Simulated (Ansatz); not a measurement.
# AlO$_{3}$: what the fields show

Input file:

```
crystal:
  lattice:
    - [2.8814017372, 1.6635780686, 1.580826863]
    - [-2.8814017372, 1.6635780686, 1.580826863]
    - [0.0, -3.3271561373, 1.5808268629]
  atoms:
    - { symbol: Al, position: [0.0, 0.0, 0.0] }
    - { symbol: O, position: [0.5, 0.0, 0.0] }
    - { symbol: O, position: [0.0, 0.5, 0.0] }
    - { symbol: O, position: [0.0, 0.0, 0.5] }
basis:
  ecutwfc: 420
kpoints:
  mp_grid: { grid: [15, 15, 15] }
  band_path:
    path:
      - [[0.0, 0.0, 0.0], [0.5, 0.0, 0.0], [0.5, -0.5, 0.5], [0.31716476, -0.68283524, 0.31716476]]
      - [[0.31716476, 0.31716476, 0.31716476], [0.0, 0.0, 0.0], [0.5, -0.5, 0.0]]
    npoints: 14
hamiltonian:
  xc: pbe
scf:
  occupations: { method: gaussian, width: 0.1 }
  n_extra_bands: 10
output:
  forces: true
  stress: true
  eigenvalues: true
  populations: true
  dos: { projected: true, de: 0.02, nscf_kmesh: { grid: [18, 18, 18] } }
  bader: true
  write_density: true
  write_potential: true
  elf: true
  volumetric_format: npy
```

Run with:

```sh
ansatz run input.yaml --threads 1 --pin off --max-ram 2048MiB --backend cpu --events-out ev --progress --plain --runs-dir out
```

Below, planes, directions and counts refer to the conventional cell (a = 5.76 Å, b = 5.76 Å, c = 4.74 Å, α = 90.00°, β = 90.00°, γ = 120.00°).

Space group R-3m; a structure generated by program, which may or may not match a known phase; computed without spin polarisation.

The calculation used DFT PBE, scalar-relativistic, plane waves, PAW in Ansatz 0.2.0.

In a PAW calculation such maps are meaningful between the atoms, not at the nuclei.

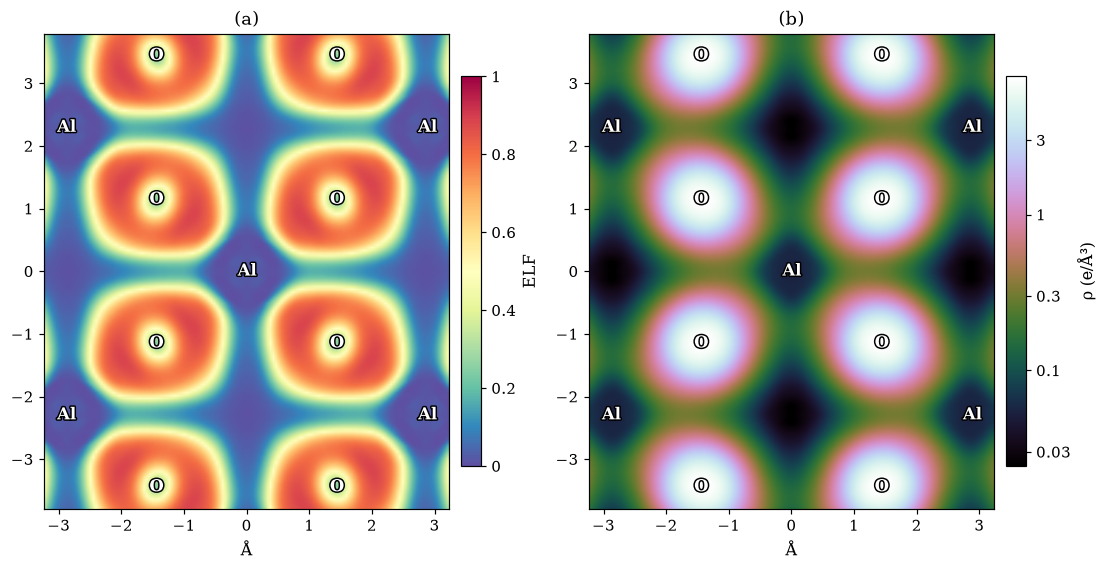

Figure 1. (a) electron localisation function; (b) valence pseudo-density on the (101) plane of the conventional cell.

> What does the map show?

- The plane passes through Al and O nuclei.
- Al–O (1.84 Å): the density is about 0.63 e/Å³ at the midpoint; the ELF peaks at about 0.90 in the valence shell of O, 0.6 Å from its nucleus, and is about 0.80 at the midpoint.
- Between the atoms the lowest density in this plane is 0.02 e/Å³.

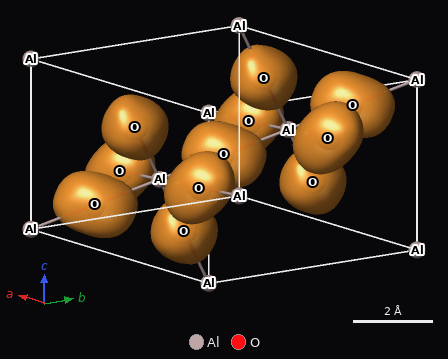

Figure 2. Isosurface of the electron localisation function at 0.65 (orange), seen at an oblique angle. Only the valence region is drawn (cores and ρ < 0.01 e/Å³ removed). Sticks mark near contacts.

> Where are the electrons localised?

The surface consists of nine regions on O in which the atom's valence shell and bonds are merged, counted in one cell of 12 atoms. Regions shared between cells count once.

> What Bader charges does the calculation give?

Electrons move from Al towards O. Bader charges: Al +2.57 and O −0.86 e.

> Does the calculation give a band gap?

It is gapless in this calculation (a metal or semimetal).
